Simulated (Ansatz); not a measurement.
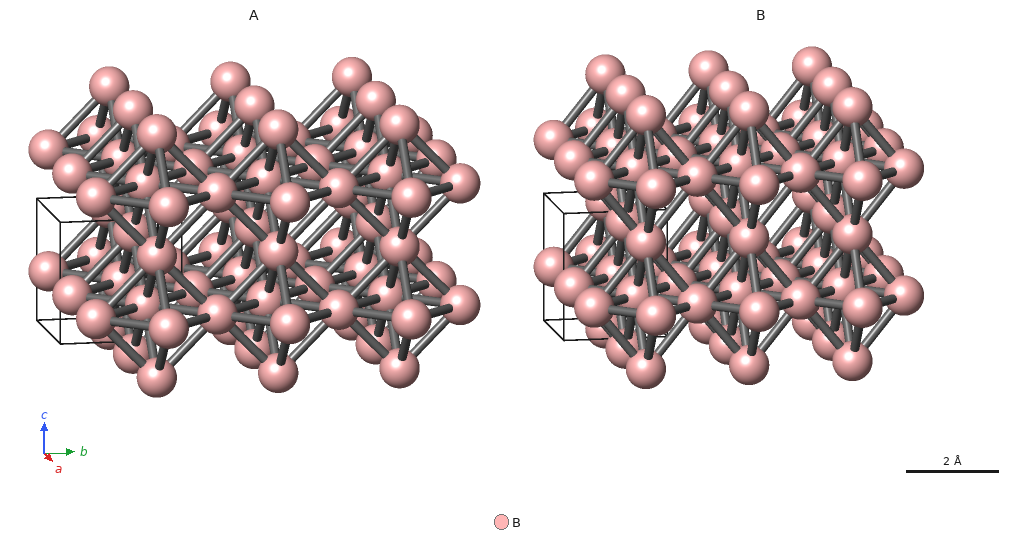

Two geometries of crystalline B (a generated structure, set up in P4/mmm) (coarse preliminary run), drawn at one scale. One is the start of a relaxation, the other its converged end. A ball-and-stick model of the cell of the calculation, repeated 3 × 3 × 2 with one cell outlined, seen slightly off an axis.

Computed with Ansatz, DFT PBE, scalar-relativistic, plane waves, PAW. Set-up: plane-wave cutoff 420 eV; k-point mesh 8 × 8 × 6; occupations gaussian; smearing width 0.1 eV; no spin polarisation; cell and atoms relaxed; force threshold 0.04 eV/Å; at most 70 steps.

Q: Which geometry has the lower energy?

A: Structure A is the relaxed one. No atom moves by more than 0.005 Å relative to the cell. The drawn cell changes as follows: a = b 2.291 → 2.693 Å (+17.5 %), c 2.819 → 2.702 Å (−4.1 %); the volume changes by +32.4 %. Near-neighbour distances that change, for instance: B–B 2.291 → 2.693 Å, B–B 1.620 → 1.904 Å, B–B 1.816 → 1.908 Å. The space group (tolerance 0.01 Å) goes from P4/mmm (No. 123) to Pm-3m (No. 221). The energy falls by 2.572 eV per cell of the calculation in 8 accepted moves (10 points after the start). All forces vanish by symmetry, so only the cell relaxes. Pressure: 123.45 GPa at the start and 0.00 GPa at the end. At 2 points the geometry stayed and the basis and grid were re-selected for the new cell (energy shift of 68.2 meV per cell of the calculation at most each time).

Limits of the set-up: the k-point mesh is coarse for a cell with partly filled bands.
